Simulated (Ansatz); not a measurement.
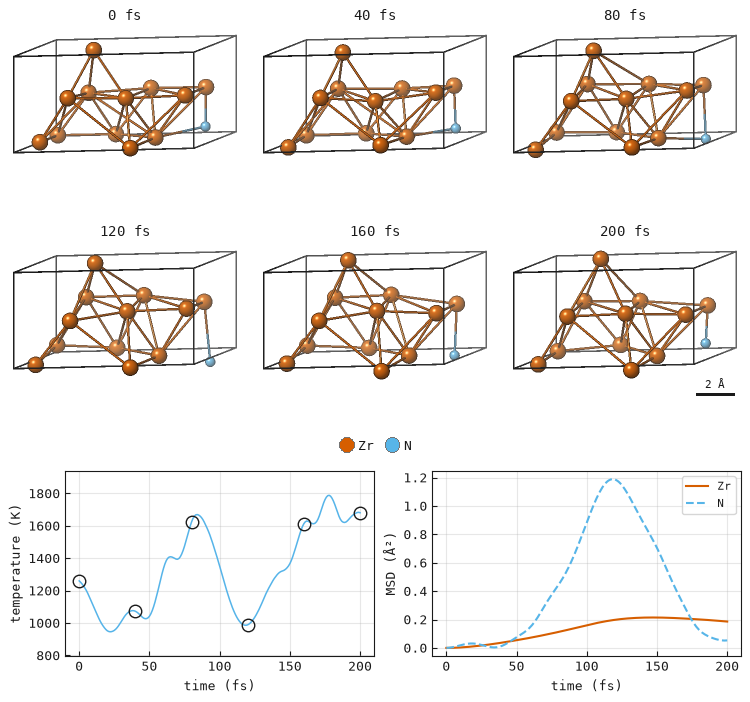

Molecular dynamics of Zr with an interstitial N (13 atoms in the cell), 200 fs long. It starts from the last geometry of an earlier run, with fresh velocities. Frames and the history of the run. The picture is a ball-and-stick view of the simulation cell, seen slightly off an axis. Bonds to atoms that aren't drawn are left out.

Method: DFT LDA, scalar-relativistic, plane waves, PAW (Ansatz). Set-up: plane-wave cutoff 420 eV; k-point mesh 3 × 2 × 3; Fermi-Dirac smearing 0.1 eV; Nosé-Hoover thermostat (NVT); set temperature 1260 K; time step 1 fs; thermostat time 50.0 fs.

Describe the run.

Answer. In the second half of the run the atoms are, in the root-mean-square, this far from where they began (common drift taken out): N 0.80 Å, Zr 0.45 Å. Against the typical shortest distance between atoms in the first frame, about 2.8 Å these are large excursions, but over 200 fs one can't yet tell strong vibration from the start of diffusion. Over the second half the temperature averages 1400 K (spread ±264 K). The potential energy is still drifting at the end, so the run hasn't reached equilibrium. The potential energy in the second half lies on average 130 meV per atom above the first frame. The conserved quantity stays between 0 and 4.4 meV per atom of its start. A straight-line fit has a slope that amounts to +4.1 meV per atom over 200 fs (2.6 % of the mean kinetic energy), and the ripple about it is 0.7 % of the kinetic energy's fluctuation. That is tolerable for a short run, though not tight (an offset or drift over 2 % of the kinetic energy, or a ripple over 7 %). The self-consistency threshold is loose, so the forces are noisy.

Limits of the set-up: the cell has an odd number of electrons but was run without spin polarisation; the k-point mesh is coarse for a cell with partly filled bands; the periodic images lie only 5.1 Å apart, so the values are limited by the cell's size.

The run took 7.2 min on 2 threads of Intel(R) Xeon(R) 6975P-C (Granite Rapids) (shared host), peak memory 0.94 GiB.
